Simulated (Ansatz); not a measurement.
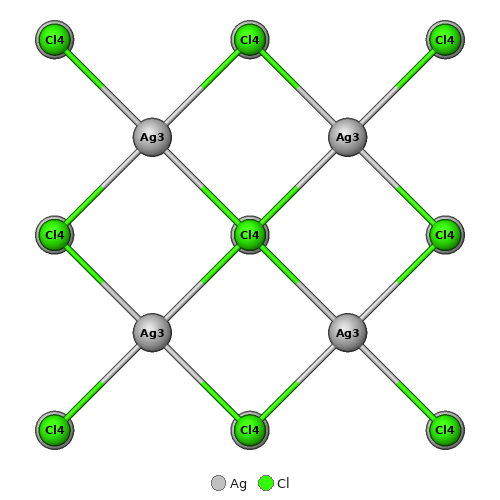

The system is H on an AgCl(100) slab cut from the Fm-3m phase, its upper half relaxed before the scan (4 atoms of substrate and one adsorbate in a 1 × 1 cell); the picture shows it without the atoms that are moved over the map. H is moved over the surface cell at a fixed height above a rigid substrate; the origin of the map has the adsorbate above Cl4; the height is held at 3.30 Å. Places are given modulo a cell vector. The map is drawn in real space over the plane of the surface. The grid has 8 × 8 points; 15 points were computed and 49 follow by symmetry. All energies are given in meV relative to the lowest grid point. With one adsorbate in each 1 × 1 cell, its nearest image is 3.9 Å away, so neighbouring adsorbates interact. At a fixed height the lowest place need not be the adsorption site. These are results of Ansatz, DFT PBE+D3(BJ), scalar-relativistic, plane waves, PAW, not measurements. Settings: cutoff 420 eV, k-mesh 7×7×1, gaussian smearing 0.05 eV, spin-polarised.

Range: position of H5 along the first surface vector from 0.000 to 0.875; position of H5 along the second surface vector from 0.000 to 0.875.

> What will the energy surface look like?

The lowest grid point is at the top site over a surface Ag atom, (4/8, 4/8) of the cell vectors. No other kind of well shows on this grid. The highest grid point, the top site over a surface Cl atom, (0/8, 0/8) of the cell vectors, lies 13.9 meV above the lowest. On the interpolated surface the easiest way out of the lowest well to its copy in the next cell or period passes a barrier of about 6.8 meV. At the lowest point the adsorbate has 1 Ag at 3.42 Å as nearest neighbours, at the highest 1 Cl at 3.30 Å.

```
second ↓, first →   0/8   1/8   2/8  3/8  4/8  5/8   6/8   7/8
              7/8  12.9  11.9   9.4  6.9  5.8  6.9   9.4  11.9
              6/8  10.4   9.4   6.9  4.4  3.4  4.4   6.9   9.4
              5/8   7.9   6.9   4.4  2.0  1.0  2.0   4.4   6.9
              4/8   6.8   5.8   3.4  1.0  0.0  1.0   3.4   5.8
              3/8   7.9   6.9   4.4  2.0  1.0  2.0   4.4   6.9
              2/8  10.4   9.4   6.9  4.4  3.4  4.4   6.9   9.4
              1/8  12.9  11.9   9.4  6.9  5.8  6.9   9.4  11.9
              0/8  13.9  12.9  10.4  7.9  6.8  7.9  10.4  12.9
```

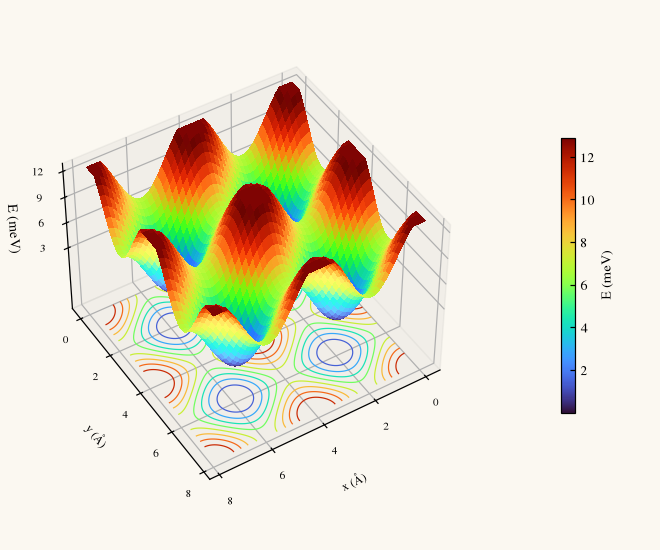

The picture shows a relief with its contours projected below, any walls above the top of the colour scale cut off. Between grid points the surface is interpolated.

Each point was launched as `ansatz run input.yaml --threads 1 --pin off --max-ram 3072MiB --backend cpu --events-out ev --progress --plain --runs-dir out`. The whole map (15 points run) took 7.3 min on 1 thread of Intel(R) Xeon(R) 6975P-C (Granite Rapids), on a shared host.
